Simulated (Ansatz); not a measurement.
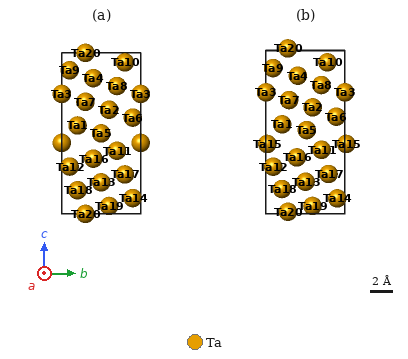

The structure of an interface cell of composition Ta before (left) and after (right) a relaxation, at one scale.

Style: spheres-only. Shown: the cell of the calculation (origin shifted), along the a axis.

Case: symmetric tilt boundary Sigma 5 (2 1 0), mirror between planes, shift [0, 0.5].

Theory: Ansatz 0.2.0, DFT PBEsol, scalar-relativistic, plane waves, PAW. Set-up: plane-wave cutoff 420 eV; k-point mesh 10 × 6 × 3; occupations gaussian; smearing width 0.1 eV; no spin polarisation; cell relaxed at fixed a, b, alpha, beta, gamma; force threshold 0.02 eV/Å; at most 60 steps.

### Describe what moved and what it gained.

The largest moves relative to the cell, 0.24 Å, are those of Ta5, Ta10, Ta15 and Ta20. Ta5 goes along [0 3 2]. Cell: a unchanged at 3.281 Å, b unchanged at 7.335 Å, c 14.971 → 15.187 Å (+1.4 %). Volume +1.4 %. Near-neighbour distances that change, for instance: Ta14–Ta20 3.281 → 3.015 Å, Ta10–Ta14 2.462 → 2.701 Å, Ta12–Ta15 2.841 → 2.730 Å, Ta10–Ta19 2.731 → 2.819 Å. After 5 accepted moves (8 points after the start) the energy has fallen by 1.432 eV per cell of the calculation. Largest force component: 2.7 eV/Å at the start, 0.0024 eV/Å at the end. Pressure: 2.71 GPa at the start and −0.96 GPa at the end. The line search rejected the trial step at point 3 of the run. At 2 points the geometry stayed and the basis and grid were re-selected for the new cell (energy shift of 1.9 meV per cell of the calculation at most each time).
